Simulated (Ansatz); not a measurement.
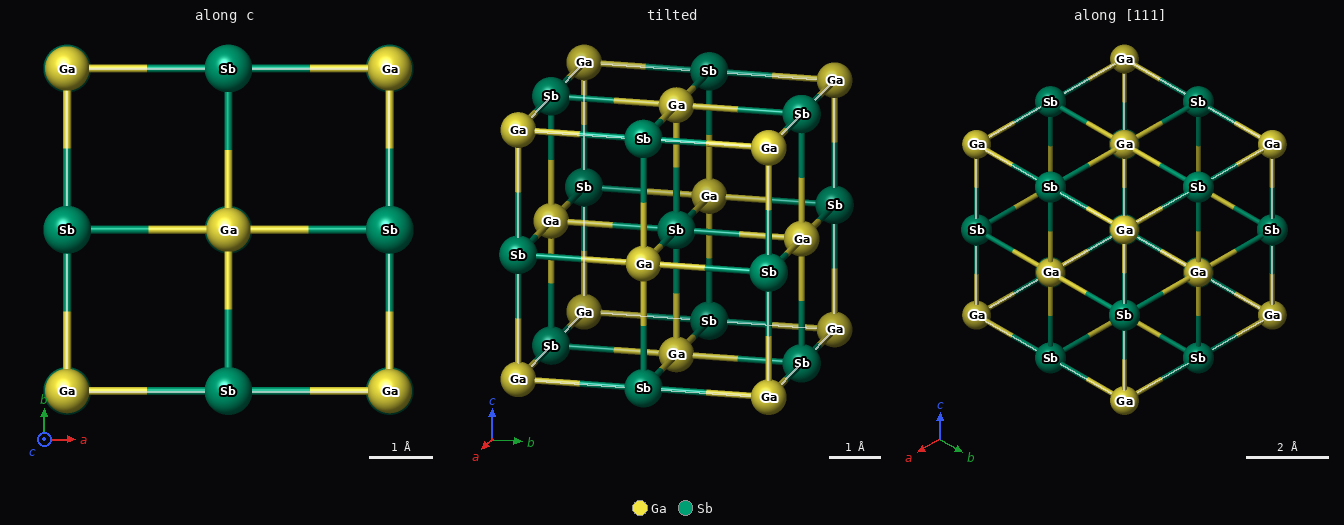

A ball-and-stick rendering, viewed along the c axis, slightly off an axis and along [111]. Thin lines show the conventional unit cell, with boundary atoms drawn in all their periodic places. Cell: a = 5.144 Å, b = 5.144 Å, c = 5.144 Å, α = 90.00°, β = 90.00°, γ = 90.00°.

The stoichiometry is GaSb. The structure has Fm-3m (No. 225) symmetry and a face-centred cubic lattice. The prototype is rock salt (NaCl type). The cell holds 8 atoms (4 Ga, 4 Sb), Z = 4. Ga is linked to six Sb in an octahedral arrangement at about 2.6 Å. The neighbours of Sb are six Ga in an octahedral arrangement at about 2.6 Å. The bonds build a three-dimensional framework.

The cell started as a structure listed in the Materials Project, with elements exchanged, so it need not be a known form of the compound. The cell was then strained or its atoms displaced on purpose. It was the input of a calculation with Ansatz.

At this level of theory the cell isn't at rest (compressed, at 47 GPa), so its distances can differ from those at equilibrium, the more so the softer the solid.
